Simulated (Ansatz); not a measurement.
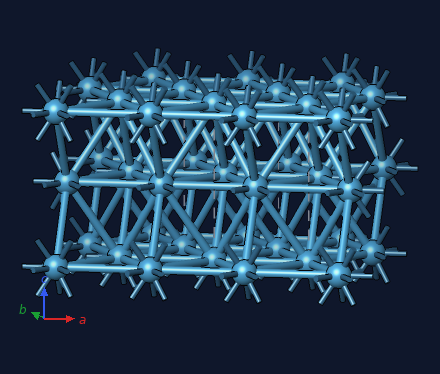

A cut-out of a periodic net derived from a crystal structure. Nodes are coloured by topological kind. Short stubs are edges that leave the cut-out.

**Describe the net.**

A uninodal 12-connected, three-periodic net. It is the hcp net, known from hexagonal close packing.

**Give point symbol and coordination sequence.**

3²⁴·4³³·5⁹, sequence 12, 44, 96, 170, 264.

Where the net comes from. System TiAl (space group P-6m2, No. 187); source of the atomic positions: the input geometry of an electronic-structure calculation (not necessarily at equilibrium). Bonds are taken as Al–Al below 3.2 Å, Al–Ti below 3.2 Å and Ti–Ti below 3.2 Å; no other contact counts. Simplification: prune 0- and 1-connected atoms, fold 2-connected ones into links. Ti and Al are 12-connected nodes.
